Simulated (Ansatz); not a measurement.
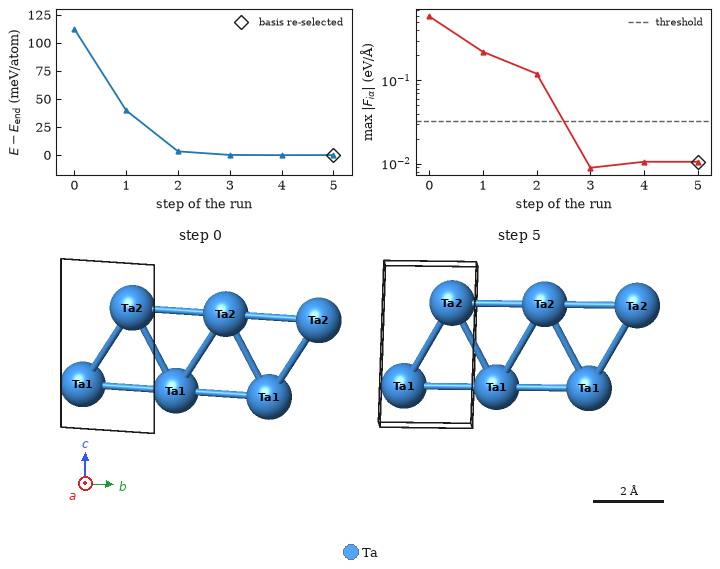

First and last geometry of a relaxation of a crystal of Ta (set up in C2/m) (coarse preliminary run), with the history of the run. A ball-and-stick model of the cell of the calculation, repeated 1 × 3 × 1 with one cell outlined, seen along the a axis.

Case: 2 of 2 H taken out, relaxed.

Computed with DFT PBE, scalar-relativistic, plane waves, PAW (Ansatz). Settings: plane-wave cutoff 420 eV; k-point mesh 8 × 8 × 4; occupations gaussian; smearing width 0.1 eV; no spin polarisation; cell and atoms relaxed; force threshold 0.0325 eV/Å; at most 70 steps.

> Read the history and describe the run.

It converged. After 4 accepted moves (5 points after the start) the energy has fallen by 112 meV per atom. Largest force component: 0.59 eV/Å at the start, 0.01 eV/Å at the end. The pressure goes from −7.65 to 0.07 GPa. The SCF was repeated once at an unchanged geometry on a basis and grid sized afresh for the cell, which shifted the energy by 0.1 meV per atom at most. The largest moves relative to the cell, 0.098 Å, are those of Ta1 and Ta2. Ta1 goes roughly along [1 1 −1]. The volume changes by −5.6 %, with a = b 2.928 → 2.876 Å (−1.8 %), c 4.906 → 4.693 Å (−4.3 %), α 95.7° → 90.0°, β 95.7° → 90.0°, γ 67.6° → 69.8°. Among the contacts that change: Ta1–Ta2 3.870 → 3.325 Å, Ta1–Ta2 (another image) 3.069 → 2.864 Å, Ta1–Ta2 (another image) 3.444 → 3.327 Å, Ta1–Ta2 (another image) 3.226 → 3.326 Å. Within 0.06 Å the space group is C2/m at the start and Im-3m at the end; at a tighter tolerance small leftover displacements or strains of the cell lower it. Cost: 6.1 s on 2 threads of Intel(R) Xeon(R) Platinum 8488C (Sapphire Rapids), with other jobs on the host, peak memory 0.4 GiB.

```tsv
step	E − E(0), meV/atom	largest force component, eV/Å	pressure, GPa	volume, Å³/atom	note
0	0.00	0.5920	-7.65	19.298	
1	-72.62	0.2211	4.78	17.887	
2	-109.13	0.1207	1.09	18.127	
3	-112.32	0.0089	-0.53	18.274	
4	-112.50	0.0105	0.08	18.218	
5	-112.42	0.0105	0.07	18.218	same geometry, new basis
```
